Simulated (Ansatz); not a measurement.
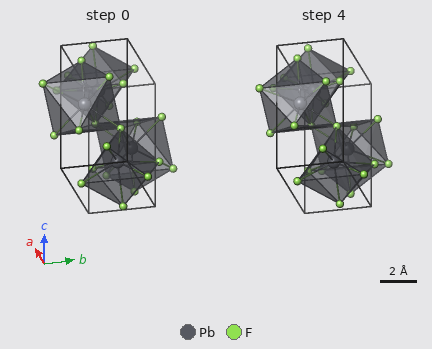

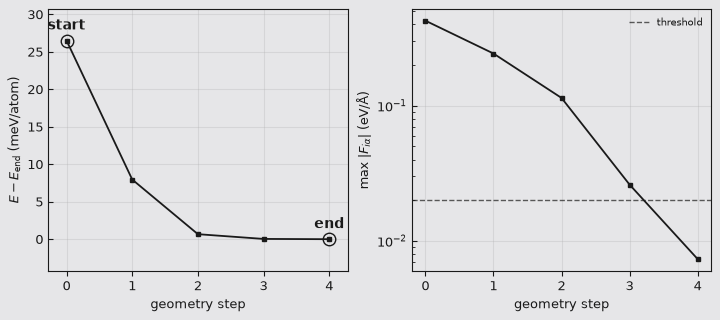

First and last geometry of a relaxation of crystalline PbF$_{2}$ (set up in Pnma), with the history of the run. The picture is a polyhedral view of the cell of the calculation, seen from a free direction.

Theory: Ansatz, DFT, PBE, plane-wave PAW, default files, scalar-relativistic. Set-up: plane-wave cutoff 420 eV; k-point mesh 4 × 7 × 4; occupations fermi dirac; smearing width 0.01 eV; no spin polarisation; atoms relaxed in a fixed cell; force threshold 0.02 eV/Å; at most 60 steps.

> Did the run converge, and what did it change?

It converged. The largest moves, 0.27 Å, are those of F atoms. Largest moves by element: F 0.27 Å, Pb 0.08 Å. The lattice vectors keep their values. Some distances before and after: F–Pb 2.842 → 2.639 Å, F–Pb 2.570 → 2.453 Å, F–Pb 2.492 → 2.584 Å, F–Pb 2.485 → 2.564 Å. Among the angles between lasting bonds that change: F–Pb–F 101.9° → 104.3°, Pb–F–Pb 101.9° → 104.3°. The space group stays Pnma (No. 62). Over 4 geometry steps the energy falls by 26.5 meV per atom. Largest force component: 0.43 eV/Å at the start, 0.0073 eV/Å at the end. The run took 2.9 min on 1 thread of Arm Neoverse V2, on a shared host, peak memory 0.67 GiB.
